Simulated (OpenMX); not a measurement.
## Energy of SrO along an even scaling of the cell

System: SrO (2 atoms in the cell).
Method: Kohn-Sham DFT of a periodic cell, PBE, OpenMX 2013 PBE set, no spin polarisation (OpenMX 3.8.5).

The 7 runs differ only in the geometry, by an even scaling of the cell at fixed fractional positions. The structure derives from an entry of the Crystallography Open Database.

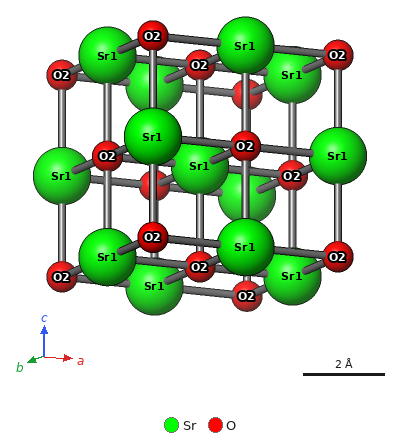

Figure 1. The structure of run 4 (ball-and-stick view of the cell 4 times as large as that of the calculation, set on its symmetry axes, seen at an oblique angle; atoms are numbered from 1 in the order of the input).

### Input of run 4
```
System.CurrrentDirectory             ./
System.Name                          SrO
DATA.PATH                            ./DFT_DATA13
level.of.stdout                      1
level.of.fileout                     0
Species.Number                       2
<Definition.of.Atomic.Species
  Sr  Sr10.0-s3p2d2          Sr_PBE13
  O   O6.0-s2p2d1            O_PBE13
Definition.of.Atomic.Species>

Atoms.Number                         2
Atoms.SpeciesAndCoordinates.Unit     FRAC
<Atoms.SpeciesAndCoordinates
    1  Sr    0.5000000000    0.5000000000    0.5000000000   5.000  5.000
    2  O     0.0000000000    0.0000000000    0.0000000000   3.000  3.000
Atoms.SpeciesAndCoordinates>

Atoms.UnitVectors.Unit               Ang
<Atoms.UnitVectors
     0.0000000000    2.5663000000    2.5663000000
     2.5663000000    0.0000000000    2.5663000000
     2.5663000000    2.5663000000    0.0000000000
Atoms.UnitVectors>

scf.XcType                           GGA-PBE
scf.SpinPolarization                 off
scf.ElectronicTemperature            580.226
scf.energycutoff                     400.0
scf.maxIter                          100
scf.EigenvalueSolver                 band
scf.Kgrid                            9 9 9
scf.Mixing.Type                      rmm-diisk
scf.Init.Mixing.Weight               0.05
scf.Min.Mixing.Weight                0.001
scf.Max.Mixing.Weight                0.3
scf.Mixing.History                   25
scf.Mixing.StartPulay                8
scf.criterion                        1.0e-8
scf.stress.tensor                    on
MD.Type                              nomd
```

Command:
```bash
openmx SrO.dat -nt 1 > SrO.std
```

Run 5 has the same physical settings and fractional positions; its lattice vectors (Å) are:
```
   0.000000    2.583296    2.583296
   2.583296    0.000000    2.583296
   2.583296    2.583296    0.000000
```

### Results, with one run withheld

| run | volume per atom (Å³) | free energy per atom, from the lowest run given (meV) | gap on the mesh (eV) |
| --- | --- | --- | --- |
| 1 | 15.887 | 44.90 | 2.81 |
| 2 | 16.225 | 26.48 | 2.85 |
| 3 | 16.563 | 13.26 | 2.89 |
| 4 | 16.901 | 4.71 | 2.92 |
| 5 | 17.239 | ? | ? |
| 6 | 17.577 | 0.00 | 2.96 |
| 7 | 17.915 | 2.91 | 2.98 |

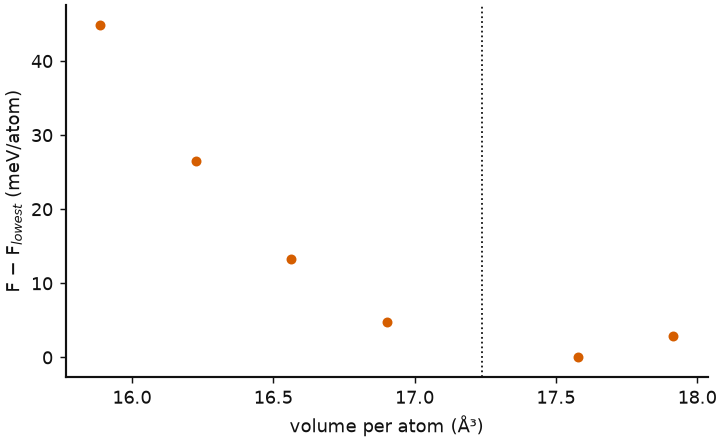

Figure 2. Free energy per atom of the runs given; the dotted line marks run 5.

Estimate the energy of run 5 from the others.

A cubic polynomial in V^(−2/3) (the Birch–Murnaghan form), fitted to the 6 runs given, misses them by at most 0.03 meV per atom. With x = V^(−2/3) − 0.15233 Å⁻², it reads F = 6.3806 + 3602.5 x + 4.9058e+05 x² + 6.6986e+05 x³ (meV per atom). At run 5 it gives 0.45 meV per atom, and the run itself gives 0.51. The fit has its minimum at 17.452 Å³ per atom, where V d²F/dV² gives 87.1 GPa: the bulk modulus at this level, since symmetry fixes the shape and the positions. The gap on the mesh goes, without turning, from 2.81 eV in run 1 to 2.98 eV in run 7; run 5 has 2.94 eV. These are gaps of this functional on this mesh, which can miss the band edges; they aren't the measured gap.

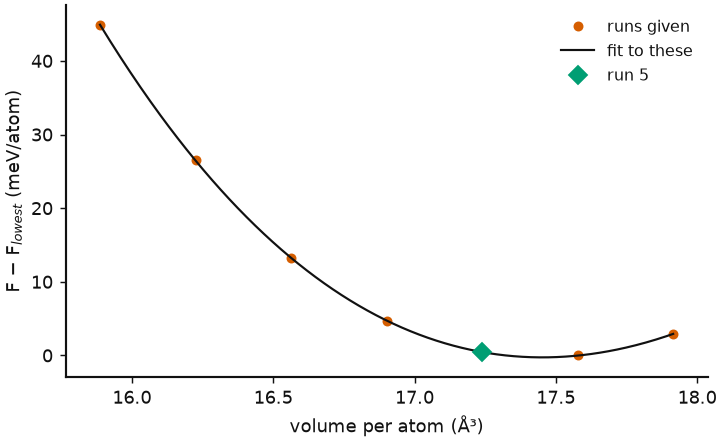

Figure 3. The fit and the withheld run.

### Some lines of the output (run 5)
```
[...]
  Cell_Volume =    232.674584252805 (Bohr^3)
        Total energy (Hartree) at MD = 1
   kloop=0
   kloop=1
   kloop=364
```

Notes: With a small basis of atomic orbitals these values can differ much from converged plane-wave results.
